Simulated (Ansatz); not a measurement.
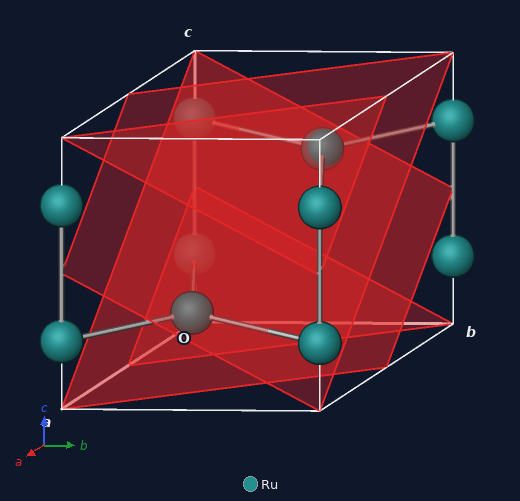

Every member of one family of equally spaced planes, hx + ky + lz = a whole number, that cuts the unit cell is shaded (one member passes through the origin O, touching the cell only at an edge or corner). Crystal: Ru, the geometry relaxed with DFT PBEsol, scalar-relativistic, plane waves, PAW in Ansatz 0.2.0; the starting structure was generated, so it need not be a known form of this composition. Geometry calculated from the standardised cell; symmetry tolerance 0.002 Å.

a = 4.103 Å, b = 4.103 Å, c = 4.689 Å, α = 90.00°, β = 90.00°, γ = 120.00°.

Question: Index the planes.

Answer: (2 1 2), in four indices (2 1 −3 2); the opposite sign names the same planes. The member next to the origin meets the axes a at 1/2, b at 1, c at 1/2.

Question: What is the spacing?

Answer: d = 1.165 Å.

Question: Which atoms of the cell lie in these planes (within 0.03 Å)?

Answer: No atom.

Question: The space group is No. 194, P6₃/mmc. How many reflections hkl are equivalent to this one (itself included), and does it occur?

Answer: 24 reflections are equivalent in the Laue class 6/mmm. The space group allows the reflection.
